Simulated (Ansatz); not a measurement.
**Wannier-function calculation, with input and output: KCl**

KCl (P6₃/mmc, 4 atoms in the cell), computed with maximally localised Wannier functions of PBE bands, plane waves, PAW, no spin polarisation (Ansatz 0.2.0).

The structure was built on a prototype by a generator. The geometry comes from this level: r2SCAN. It belongs to a series of runs on one base structure; here: anion s p. Figures and captions count atoms from 1; the log counts them from 0 in places.

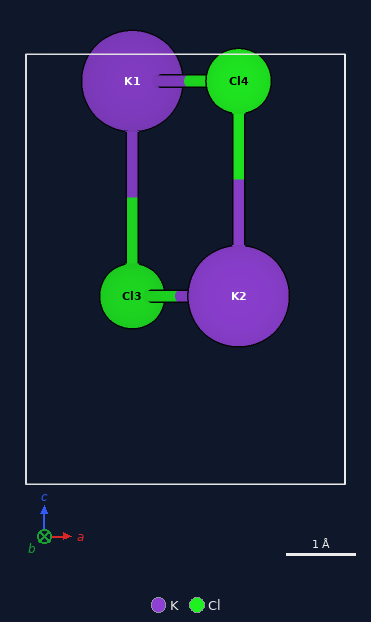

**Figure 1.** The structure (ball-and-stick view of the cell of the calculation, along the b axis; atoms are numbered from 1 in the order of the input). An atom can appear more than once, as a periodic image. Near neighbours in the periodic cell (some may lie outside the picture): K has 5 Cl at 3.09 to 3.12 Å; Cl has 5 K at 3.09 to 3.12 Å.

### Key numbers

| quantity | value |
| --- | --- |
| outcome | converged |
| space group (tolerance 0.01 Å) | P6₃/mmc (194) |
| electrons treated | 32 |
| free energy | −5242.2801 eV |
| total spread of the Wannier functions | 11.070 Å² |
| Fermi energy | −0.462 eV |
| gap on the k-point mesh | 4.77 eV |
| hardware | 4 threads of Arm Neoverse V1, 24 GiB of memory available, shared host |
| wall time | 5 s (CPU time 18 s) |
| peak memory | 0.44 GiB |

### Input file
```yaml
crystal:
  lattice:
    - [5.3438034984, 0.0, 0.0]
    - [-2.6719017492, 4.6278695824, 0.0]
    - [0.0, 0.0, 6.2391671764]
  atoms:
    - { symbol: K, position: [0.3333333333, 0.6666666667, -0.0625] }
    - { symbol: K, position: [0.6666666667, 0.3333333333, 0.4375] }
    - { symbol: Cl, position: [0.3333333333, 0.6666666667, 0.4375] }
    - { symbol: Cl, position: [0.6666666667, 0.3333333333, 0.9375] }
kpoints:
  mp_grid: { grid: [6, 6, 4] }
  band_path:
    path:
      - [[0.0, 0.0, 0.0], [0.5, 9.956307819218e-18, 1.989483370346e-35], [0.3333333333333, 0.3333333333333, 2.498063769557e-36], [0.0, 0.0, 0.0], [8.110369853457e-52, -1.556235173613e-51, 0.5], [0.5, 9.956307819218e-18, 0.5], [0.3333333333333, 0.3333333333333, 0.5], [8.110369853457e-52, -1.556235173613e-51, 0.5]]
      - [[0.5, 9.956307819218e-18, 0.5], [0.5, 9.956307819218e-18, 1.989483370346e-35]]
      - [[0.3333333333333, 0.3333333333333, 0.5], [0.3333333333333, 0.3333333333333, 2.498063769557e-36]]
    npoints: 10
hamiltonian:
  xc: pbe
scf:
  occupations: { method: fixed }
  n_extra_bands: 6
output:
  forces: false
  stress: false
  eigenvalues: true
  wannier:
    kmesh: [6, 6, 4]
    projections: [{ species: Cl, l: s, shell: 3 }, { species: Cl, l: p, shell: 3 }]
    minimise: true
    write_hr: true
    conv_tol: 1.0e-08
    max_iter: 3000
  write_density: true
  write_potential: true
  elf: true
  volumetric_format: npy
```

### File wannier.win
```
! ansatz wannier90 interface
! projections by site (counted from 0) and shell: 2 3S, 3 3S, 2 3P, 3 3P
! states of the run's bands (counted from 1): 3-4, 11-16
! their least projectability: 0.8032
num_bands = 8
num_wann  = 8
num_iter  = 2000
conv_tol = 1e-8
conv_window = 5
guiding_centres = true
shell_list = 2 1
write_hr = true

begin unit_cell_cart
Ang
        5.343803498373121                      0.0                      0.0
      -2.6719017491865604        4.627869582423278                      0.0
                      0.0                      0.0             6.2391671764
end unit_cell_cart

begin atoms_frac
K         0.3333333333333333       0.6666666666666666                  -0.0625
K         0.6666666666666666       0.3333333333333333                   0.4375
Cl        0.3333333333333333       0.6666666666666666                   0.4375
Cl        0.6666666666666666       0.3333333333333333                   0.9375
end atoms_frac

mp_grid = 6 6 4
```

Launched with:
```bash
ansatz run input.yaml --threads 4 --pin off --max-ram 3686MiB --backend cpu --events-out ev --progress --plain --runs-dir out
```

### Log
```
scf.n_extra_bands = 6 over 16 filled bands (N_el = 32.0): the run solves 22 bands
Engine: ansatz 0.2.0, aarch64-unknown-linux-gnu
Pseudopotentials: kind: paw
Pseudopotential: K, paw, valence charge 9, recommended cutoff 420 eV (normal), K.paw.azcp
Pseudopotential: Cl, paw, valence charge 7, recommended cutoff 420 eV (normal), Cl.paw.azcp
Functional definition: PBE
  parameter kappa = 0.804
  parameter beta = 0.06672455060314922
  exchange = pbe_x(kappa = kappa, mu = beta*pi^2/3)
  correlation = pbe_c(beta = beta)
Crystal: 4 atoms, lattice volume = 154.297 Å³
Basis set: ecut = 420 eV, 3015 PW (Γ)
Bands: 22, of which v1, the nominal top of the filled ones, is band 16 counted from 1 (15 counted from 0)
Symmetry: 24 space group operations
Space group: P63/mmc (ITA 194), of the structure as read, at distance tolerance 5.4e-5 Å
k-points: 21 of 144
Non-local potential: K, projectors of the file, l = 0: 3, l = 1: 2, l = 2: 2
Non-local potential: Cl, projectors of the file, l = 0: 2, l = 1: 2, l = 2: 2
PAW form: soft (Blöchl's): semilocal exchange-correlation on the pseudo side does not see the compensation charge
PAW one-centre angular grid: K, 110 points (default); XC on 64 Gauss nodes
PAW one-centre angular grid: Cl, 110 points (default); XC on 64 Gauss nodes
Initial density: superposition of atomic densities (neutral atoms: chi_scale 0, normalization atom), corrected by the library's trained network
Initial wavefunctions: pseudopotential atomic-orbital guess
Functional: x = pbe(κ = 0.804, μ = 0.2195149727645171), c = pbe(β = 0.06672455060314922)
SCF iter   1: F=—  HF=-5242.280515 eV  |F-HF|=—  |Δ(HF+E_count)|=         —  Δρ=2.48e-4  dr2=1.40e-4  ethr=1.77e-3  ⟨swp⟩=4.9  Hψ=1924  notcnv=0  defer=77
preconditioner: auto → Resta (q_TF=auto, 2.099 Å⁻¹)  ε∞=2.2  [insulator: Δε(μ)=4.761 eV  Ē_g=14.480 eV  n_scr=22 (ndim 8)  ℏωp=15.8 eV  f_vac=0.253  ε∞_Penn≈2.2]
SCF iter   2: F=—  HF=-5242.279946 eV  |F-HF|=—  |Δ(HF+E_count)|=   5.69e-4  Δρ=1.56e-4  dr2=7.14e-5  ethr=4.36e-7  ⟨swp⟩=2.3  Hψ=1022  notcnv=0  defer=84
SCF iter   3: F=—  HF=-5242.280071 eV  |F-HF|=—  |Δ(HF+E_count)|=   1.25e-4  Δρ=1.37e-4  dr2=3.10e-5  ethr=2.23e-7  ⟨swp⟩=2.0  Hψ=803  notcnv=0  defer=83
SCF iter   4: F=—  HF=-5242.280066 eV  |F-HF|=—  |Δ(HF+E_count)|=   4.77e-6  Δρ=6.50e-5  dr2=6.39e-6  ethr=9.68e-8  ⟨swp⟩=2.0  Hψ=588  notcnv=0  defer=84
SCF iter   5: F=—  HF=-5242.280065 eV  |F-HF|=—  |Δ(HF+E_count)|=   1.42e-6  Δρ=9.02e-6  dr2=1.24e-7  ethr=2.00e-8  ⟨swp⟩=2.0  Hψ=717  notcnv=0  defer=84
SCF iter   6: F=-5242.280065 eV  HF=-5242.280065 eV  |F-HF|=8.22e-9  |Δ(HF+E_count)|=   8.27e-8  Δρ=2.93e-6  dr2=1.27e-8  ethr=3.13e-10  ⟨swp⟩=10.7  Hψ=2521  notcnv=0
SCF 1 converged in 6 iterations: F = -5242.280065 eV  dr2 = 1.27e-8
  greatest PAW one-centre occupation: 0.987 electrons in one spin orbital (limit 2), on the K atom at site 1 (counted from 0), in its partial waves of l = 0
```

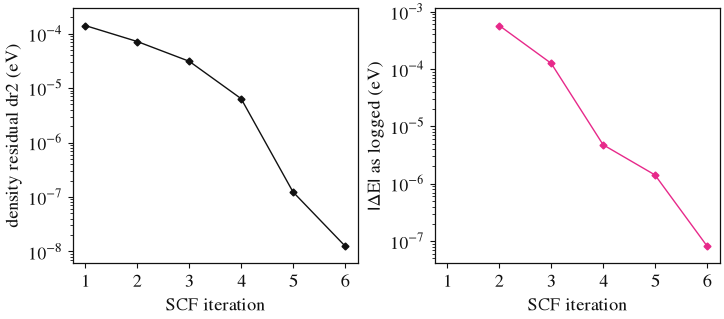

**Figure 2.** Convergence of the self-consistent field: density residual dr2 and size of the energy change against the SCF iteration. The residual falls at every step.

```
NSCF: frozen V_eff on 93 k-points
NSCF: frozen V_eff on 25 k-points
the Wannier pass solved 25 of the 144 points of its mesh, and has the states at the others by symmetry: states obtained by the crystal's operations at points that were solved too leave a residual of 2.58e-13 eV (read by the count's bands and the next), within 5.56e-6 eV
SCF converged after 6 iterations
Free energy (F): -5242.280065 eV
Harris-Foulkes:  -5242.280065 eV  (|F-HF|=8.22e-9)
Internal energy: -5242.280065 eV  (E = F + TS)
E sigma→0 (E₀):  -5242.280065 eV
Fermi energy:    -0.462333 eV
--- Per-component energies (eV) ---
  E_band       = -306.997861
  E_kinetic    = 832.194022
  E_local      = -2021.499165  (includes V_loc(G=0)·N_el)
  E_nonlocal   = 82.115232
  E_hartree    = 713.843232
  E_xc         = -486.295233
  E_vxc        = -575.960790  (∫ρ·V_xc dr)
  E_paw        = -2882.352477  (= ΣΔE_a)
  E_vpaw       = -51.533224  (= ΣTr[D̂ρ^β])
  E_aug_tail   = 0.000173  (compensation charges beyond the density's cutoff)
  E_ewald      = -1480.285849
  E_smearing   = -0.000000  (= −TS)
  E_closure    = -0.000000  (closes the sum)
  Σ components = -5242.280065   (vs F -5242.280065, Δ=0.00e0)
--- Band table (eV; the first three rows and the last of 21) ---
  k-point 0: bands = ["-27.7902", "-27.7778", "-12.5248", "-12.4405", "-11.3683", "-11.3301", "-11.3301", "-11.2825", "-11.2825", "-11.2450", "-1.0089", "-0.8879", "-0.8879", "-0.7406", "-0.7406", "-0.4623", "4.3078", "7.5693", "7.7155", "7.7155", "8.5552", "8.5796"]
  k-point 1: bands = ["-27.7883", "-27.7795", "-12.5723", "-12.5209", "-11.3229", "-11.3229", "-11.2893", "-11.2893", "-11.2550", "-11.1762", "-1.0773", "-0.8751", "-0.8751", "-0.7718", "-0.7718", "-0.7173", "4.6945", "6.7136", "8.0796", "8.0796", "8.7099", "8.7099"]
  k-point 2: bands = ["-27.7839", "-27.7839", "-12.6028", "-12.6028", "-11.3059", "-11.3059", "-11.3059", "-11.3059", "-11.1319", "-11.1319", "-1.0487", "-1.0487", "-0.8326", "-0.8326", "-0.8326", "-0.8326", "5.5800", "5.5800", "8.9457", "8.9457", "8.9457", "8.9457"]
  k-point 20: bands = ["-27.7829", "-27.7829", "-12.7351", "-12.7351", "-11.3230", "-11.3230", "-11.2505", "-11.2505", "-11.0059", "-11.0059", "-1.2774", "-1.2774", "-0.8147", "-0.8147", "-0.7027", "-0.7027", "6.3469", "6.3469", "8.1968", "8.1968", "8.6741", "8.6741"]
Wannier search: line search 1 of at most 3000: gauge-dependent spread (as the search counts it) 2.4090390 Å², largest recent change 1.2e-2 Å² and fall left 6.3e-6 Å² against conv_tol 1.0e-8 Å², 0 stops escaped
```

### File rho_z.tsv
```
# z_ang	rho[e/angstrom^3]
# format = ansatz-planar-average/11
# lattice	5.343803498	0.000000000	0.000000000
# lattice	-2.671901749	4.627869582	0.000000000
# lattice	0.000000000	0.000000000	6.239167176
# sites	4
# site	19	0.000000000	3.085246388	-0.389947949
# site	19	2.671901749	1.542623194	2.729635640
# site	17	0.000000000	3.085246388	2.729635640
# site	17	2.671901749	1.542623194	5.849219228
0.000000	3.830802e-1
0.138648	2.996962e-1
0.277296	2.120515e-1
0.415944	1.396148e-1
0.554593	8.912147e-2
0.693241	5.727436e-2
0.831889	3.839789e-2
0.970537	2.802723e-2
1.109185	2.355770e-2
1.247833	2.384466e-2
1.386482	2.896347e-2
1.525130	4.021929e-2
1.663778	6.043452e-2
1.802426	9.429833e-2
1.941074	1.474757e-1
2.079722	2.224729e-1
2.218371	3.108326e-1
2.357019	3.920937e-1
2.495667	4.475967e-1
2.634315	4.736966e-1
2.772963	4.773376e-1
2.911611	4.605312e-1
3.050260	4.164962e-1
3.188908	3.433734e-1
3.327556	2.549661e-1
3.466204	1.731787e-1
3.604852	1.117003e-1
3.743500	7.122922e-2
3.882148	4.653845e-2
4.020797	3.235242e-2
4.159445	2.515553e-2
4.298093	2.313024e-2
4.436741	2.574835e-2
4.575389	3.368989e-2
4.714037	4.895674e-2
4.852686	7.530372e-2
4.991334	1.181584e-1
5.129982	1.824315e-1
5.268630	2.660833e-1
5.407278	3.537777e-1
5.545926	4.236922e-1
5.684575	4.639562e-1
5.823223	4.779287e-1
5.961871	4.718183e-1
6.100519	4.423508e-1
```

### File v_z.tsv
```
# z_ang	v_es[eV]	v_tot[eV]
# format = ansatz-planar-average/11
# xc	pbe
# density_cutoff_ev	1680
# datasets	K=:simpson_from_first_knot:soft	Cl=:simpson_from_first_knot:soft
# lattice	5.343803498	0.000000000	0.000000000
# lattice	-2.671901749	4.627869582	0.000000000
# lattice	0.000000000	0.000000000	6.239167176
# sites	4
# site	19	0.000000000	3.085246388	-0.389947949
# site	19	2.671901749	1.542623194	2.729635640
# site	17	0.000000000	3.085246388	2.729635640
# site	17	2.671901749	1.542623194	5.849219228
0.000000	-1.326277e0	-9.885834e0
0.138648	2.441514e-1	-7.674756e0
0.277296	1.916237e0	-5.273133e0
0.415944	3.332301e0	-3.090140e0
0.554593	4.254570e0	-1.419383e0
0.693241	4.783882e0	-2.246795e-1
0.831889	5.097775e0	7.570983e-1
0.970537	5.275046e0	1.308076e0
1.109185	5.353312e0	1.539570e0
1.247833	5.348322e0	1.522124e0
1.386482	5.258744e0	1.262733e0
1.525130	5.067143e0	6.534740e-1
1.663778	4.731935e0	-3.624520e-1
1.802426	4.165348e0	-1.594637e0
1.941074	3.180613e0	-3.340849e0
2.079722	1.713621e0	-5.567654e0
2.218371	3.567979e-2	-7.971543e0
2.357019	-1.501121e0	-1.012902e1
2.495667	-2.658862e0	-1.176038e1
2.634315	-3.319878e0	-1.270320e1
2.772963	-3.426391e0	-1.284840e1
2.911611	-2.969040e0	-1.220658e1
3.050260	-1.987912e0	-1.080805e1
3.188908	-5.731332e-1	-8.833007e0
3.327556	1.088778e0	-6.467204e0
3.466204	2.678257e0	-4.135997e0
3.604852	3.855841e0	-2.176634e0
3.743500	4.554497e0	-7.894612e-1
3.882148	4.961488e0	3.026874e-1
4.020797	5.200315e0	1.091351e0
4.159445	5.325379e0	1.449429e0
4.298093	5.360710e0	1.566965e0
4.436741	5.314969e0	1.419096e0
4.575389	5.177479e0	1.019967e0
4.714037	4.921287e0	1.754816e-1
4.852686	4.487111e0	-9.384484e-1
4.991334	3.737348e0	-2.390562e0
5.129982	2.496442e0	-4.413161e0
5.268630	8.773849e-1	-6.770039e0
5.407278	-7.686695e-1	-9.107637e0
5.545926	-2.136707e0	-1.101718e1
5.684575	-3.056135e0	-1.233141e1
5.823223	-3.444198e0	-1.287226e1
5.961871	-3.266837e0	-1.262957e1
6.100519	-2.539640e0	-1.158941e1
```

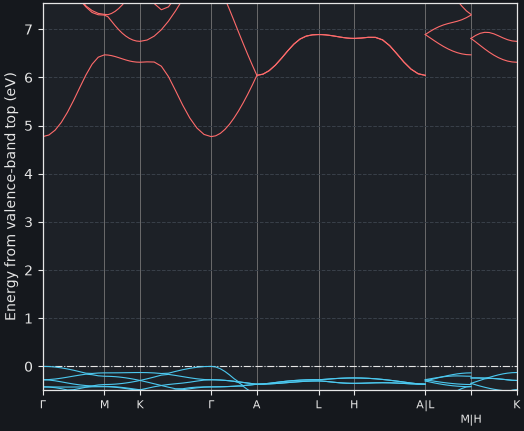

**Figure 3.** Band structure along Γ–M–K–Γ–A–L–H–A|L–M|H–K, with energies from the valence-band top. There is a gap of 4.77 eV on this path, direct, at Γ.

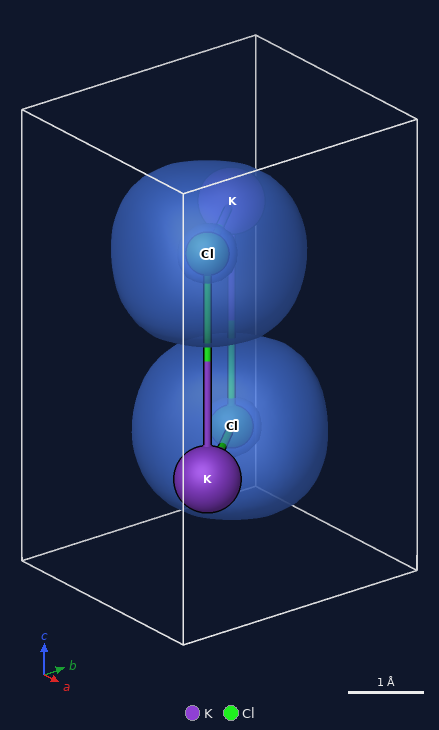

**Figure 4.** Isosurface of the electron localisation function at 0.7 (blue), seen slightly off an axis. Only the valence region is drawn (cores and ρ < 0.01 e/Å³ removed). Sticks mark near contacts. The outline is the cell set on symmetry axes. Along the contacts the grid gives the following. K–Cl (3.09 Å): the ELF peaks at about 0.90 in the valence shell of Cl, 0.8 Å from its nucleus, and drops to about 0.05 between the two atoms, as expected for two separate closed shells. Core electrons are frozen (PAW), so the fields are smoothed inside the atomic spheres.

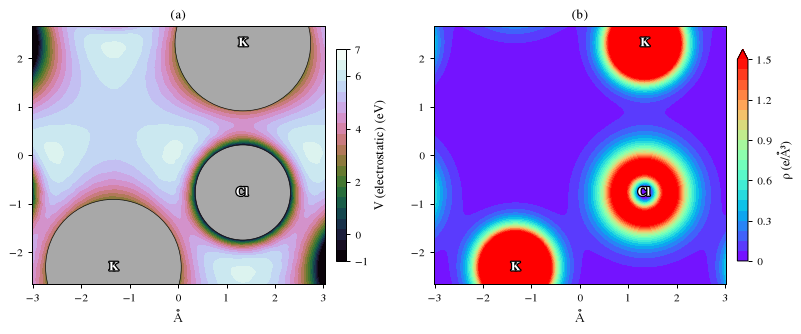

**Figure 5.** (a) electrostatic potential energy of an electron; (b) valence pseudo-density on the (001) plane of the conventional cell. Grey discs, where drawn, cover atomic cores. K–Cl (3.09 Å): ρ at the midpoint is about 0.1 e/Å³. The density dies away to nearly zero in the voids. Outside the cores the potential energy rises away from the atoms and is highest about 1.7 Å from the nearest atoms; outside the discs it spans about 7 eV, and its zero is arbitrary.
